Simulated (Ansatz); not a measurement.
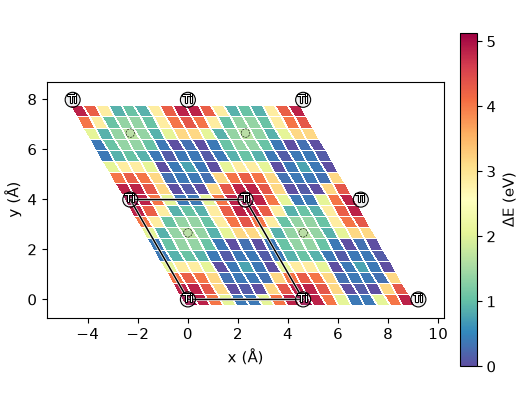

Energy landscape of C on a Ti(111) slab cut from the Im-3m phase, its upper half relaxed before the scan (6 atoms of substrate and one adsorbate in a 1 × 1 cell). 
- C is moved over the surface cell; relaxed at each place: the height of the adsorbate's atoms; substrate rigid; the origin of the map has the adsorbate above Ti6.
- Places are given modulo a cell vector. The map is drawn in real space over the plane of the surface.
- Grid: 9 × 9 points; 19 points were computed and 62 follow by symmetry.
- Energies are in eV, from the lowest grid point.
- At some places the adsorbate sinks to or below the level of the top layer. With one adsorbate in each 1 × 1 cell, its nearest image is 4.6 Å away, so neighbouring adsorbates interact.
- Method: DFT PBE, scalar-relativistic, plane waves, PAW (Ansatz). Settings: cutoff 420 eV, k-mesh 6×6×1, gaussian smearing 0.1 eV, no spin polarisation.

Drawn: one coloured cell a grid point, labelled circles for the atoms of the top layer and small ones for the second layer, the outline of one cell of the 2 × 2 shown. 

Question: Summarise what can be read from the map.

Answer: The lowest grid point is at a place at or below the level of the top layer, (4/9, 1/9) of the cell vectors. The same energy is found at a place at or below the level of the top layer, (4/9, 3/9) of the cell vectors; a place at or below the level of the top layer, (6/9, 1/9) of the cell vectors; a place at or below the level of the top layer, (6/9, 5/9) of the cell vectors. The highest grid point, the top site over a surface Ti atom, (0/9, 0/9) of the cell vectors, lies 5.13 eV above the lowest. At the lowest point the adsorbate has 1 Ti at 1.85 Å as nearest neighbours, at the highest 1 Ti at 1.82 Å. Its relaxed height above the top atom is −0.07 Å at the lowest and 1.82 Å at the highest point.

Grid values (eV):

| second ↓, first → | 0/9 | 1/9 | 2/9 | 3/9 | 4/9 | 5/9 | 6/9 | 7/9 | 8/9 |
| --- | --- | --- | --- | --- | --- | --- | --- | --- | --- |
| 8/9 | 4.84 | 4.26 | 2.85 | 0.90 | 1.06 | 0.90 | 2.85 | 4.26 | 4.84 |
| 7/9 | 4.03 | 2.85 | 1.05 | 1.38 | 1.38 | 1.05 | 2.85 | 4.03 | 4.33 |
| 6/9 | 2.06 | 0.90 | 1.38 | 1.67 | 1.38 | 0.90 | 2.06 | 3.15 | 3.15 |
| 5/9 | 0.40 | 1.06 | 1.38 | 1.38 | 1.06 | 0.40 | 0.00 | 0.32 | 0.00 |
| 4/9 | 0.40 | 0.90 | 1.05 | 0.90 | 0.40 | 0.13 | 0.40 | 0.40 | 0.13 |
| 3/9 | 2.06 | 2.85 | 2.85 | 2.06 | 0.00 | 0.40 | 0.76 | 0.40 | 0.00 |
| 2/9 | 4.03 | 4.26 | 4.03 | 3.15 | 0.32 | 0.40 | 0.40 | 0.32 | 3.15 |
| 1/9 | 4.84 | 4.84 | 4.33 | 3.15 | 0.00 | 0.13 | 0.00 | 3.15 | 4.33 |
| 0/9 | 5.13 | 4.84 | 4.03 | 2.06 | 0.40 | 0.40 | 2.06 | 4.03 | 4.84 |

The whole map (19 points run) took 23 min on 1 thread of Intel(R) Xeon(R) 6975P-C (Granite Rapids), on a shared host.

PAW datasets: the set soft_1.
